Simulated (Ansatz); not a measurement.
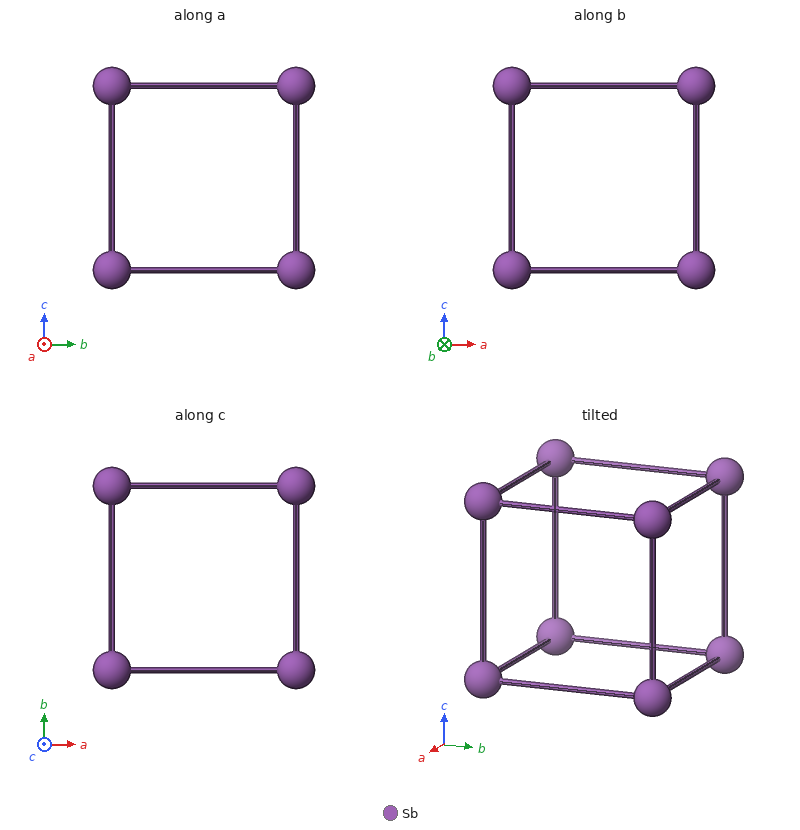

A ball-and-stick rendering, viewed along the a axis, along the b axis, along the c axis and slightly off an axis. The frame is the conventional unit cell; atoms at its boundary are shown with their periodic copies.

Lattice parameters: a = 3.1096 Å, b = 3.1096 Å, c = 3.1096 Å, α = 90.000°, β = 90.000°, γ = 90.000°.

Question: Reconstruct the structure as a CIF in P1 with every atom of the cell.

Answer:
```cif
data_structure
_symmetry_space_group_name_H-M 'P 1'
_symmetry_Int_Tables_number 1
_cell_length_a 3.1096
_cell_length_b 3.1096
_cell_length_c 3.1096
_cell_angle_alpha 90.000
_cell_angle_beta 90.000
_cell_angle_gamma 90.000
_cell_volume 30.07
loop_
_atom_site_label
_atom_site_type_symbol
_atom_site_fract_x
_atom_site_fract_y
_atom_site_fract_z
_atom_site_occupancy
Sb1 Sb 0.0000 0.0000 0.0000 1
```

It goes back to a structure type filled with this element by a generator (whether the element takes this form wasn't checked). Earlier steps of the study may have refined or changed the cell and positions. It was the input of a calculation with Ansatz.
